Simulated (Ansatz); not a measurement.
Consider SiO$_{2}$.

Input file:

```
crystal:
  lattice:
    - [4.9329, 0.0, 0.0]
    - [0.0, 4.9329, 0.0]
    - [0.0, 0.0, 6.4645]
  atoms:
    - { symbol: Si, position: [0.817705, 0.817705, 0.5] }
    - { symbol: Si, position: [0.682295, 0.317705, 0.25] }
    - { symbol: Si, position: [0.182295, 0.182295, 0.0] }
    - { symbol: Si, position: [0.317705, 0.682295, 0.75] }
    - { symbol: O, position: [0.26834, 0.36457, 0.80193] }
    - { symbol: O, position: [0.13543, 0.76834, 0.55193] }
    - { symbol: O, position: [0.73166, 0.63543, 0.30193] }
    - { symbol: O, position: [0.86457, 0.23166, 0.05193] }
    - { symbol: O, position: [0.76834, 0.13543, 0.44807] }
    - { symbol: O, position: [0.63543, 0.73166, 0.69807] }
    - { symbol: O, position: [0.23166, 0.86457, 0.94807] }
    - { symbol: O, position: [0.36457, 0.26834, 0.19807] }
basis:
  ecutwfc: 500
kpoints:
  mp_grid: { grid: [6, 6, 4] }
hamiltonian:
  xc: r2scan
scf:
  occupations: { method: gaussian, width: 0.02 }
output:
  forces: true
  stress: true
  eigenvalues: true
  write_density: true
  write_potential: true
  elf: true
  volumetric_format: npy
relax:
  adjacent_minimum: "off"
  f_tol: 0.005
  max_steps: 80
  cell: { stress_tol: 0.05 }
```

Run with:

```sh
ansatz run input.yaml --threads 2 --pin off --max-ram 5120MiB --backend cpu --events-out ev --progress --plain --runs-dir out
```

Below, planes, directions and counts refer to the conventional cell (a = 4.98 Å, b = 4.98 Å, c = 6.92 Å, α = 90.00°, β = 90.00°, γ = 90.00°).

The fields are those of the run's last geometry, not of the input's.

Space group P4₃2₁2.

The calculation used Ansatz, DFT r2SCAN, scalar-relativistic, plane waves, PAW.

Question: Predict the valence pseudo-density and electron localisation function between the atoms.

Answer: Si–O (1.61 Å): ρ is about 1.3 e/Å³ halfway; the ELF peaks at about 0.85 between the atoms (a short, strongly polar bond).

Question: Metal or insulator at this level of theory?

Answer: It is gapped, with a Kohn–Sham gap of 6.3 eV on the k-point mesh (the band edges may lie off the mesh, which would make the gap smaller).

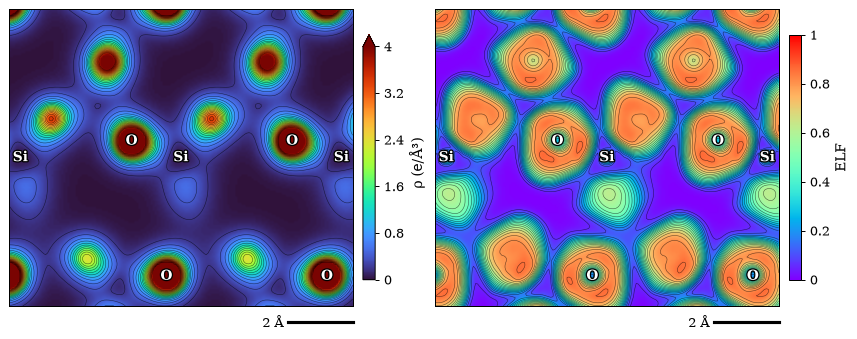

Computed valence pseudo-density and electron localisation function on the (101) plane of the conventional cell, in this order. Atoms just off the plane (Si, 0.4 Å away and O, 0.4 Å away) can leave unmarked features too.

The density is the valence pseudo-density of a PAW calculation; it isn't the true density close to the nuclei.
